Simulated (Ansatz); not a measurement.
Crystal: C, a calculation's input that goes back to an entry of the Crystallography Open Database (an earlier step may have relaxed or displaced it).

```xyz
6
Lattice="2.4561 0.0000 0.0000 -1.2280 2.1270 0.0000 0.0000 0.0000 10.0410" Properties=species:S:1:pos:R:3 pbc="T T T"
C     0.0000    1.4180    8.3408
C     0.0000    0.0000    8.3943
C     0.0000    0.0000    1.6467
C     1.2280    0.7090    1.7003
C     1.2280    0.7090    4.9937
C     0.0000    1.4180    5.0473
```

What does its first Brillouin zone look like, and which path through it is standard?

Answer. It has a rhombohedral lattice (hR; extended symbol hR1). The zone is a truncated octahedron in its combinatorial type: 14 faces (6 with 4 edges, 8 with 6 edges), 36 edges, 24 vertices. Path: Γ–T–H₂ | H₀–L–Γ–S₀ | S₂–F–Γ.

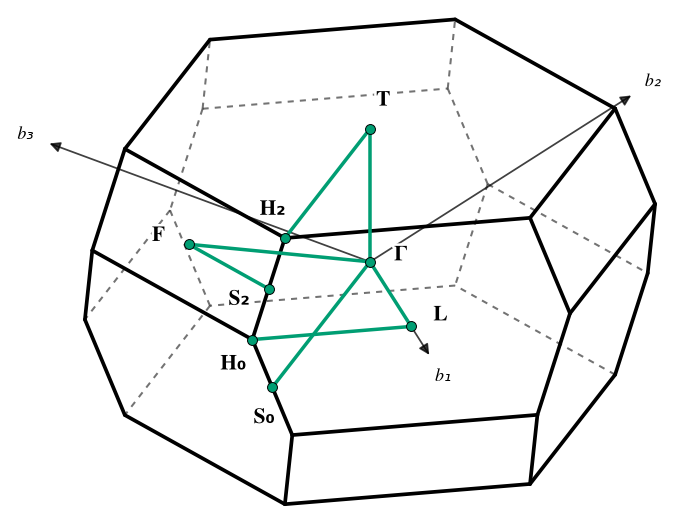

Labels and path follow the convention of Hinuma et al. (2017), as computed by seekpath; the arrows show the directions of the reciprocal primitive vectors b₁, b₂, b₃, in which coordinates are given; lengths include the factor 2π.

```csv
point,k₁,k₂,k₃,length of k (1/Å)
Γ,0,0,0,0.000
T,1/2,1/2,1/2,0.939
L,1/2,0,0,1.510
F,1/2,0,1/2,1.604
S₀,0.348,−0.348,0,1.782
S₂,0.652,0,0.348,1.782
H₀,1/2,−0.197,0.197,1.814
H₂,0.803,0.197,1/2,1.814
```
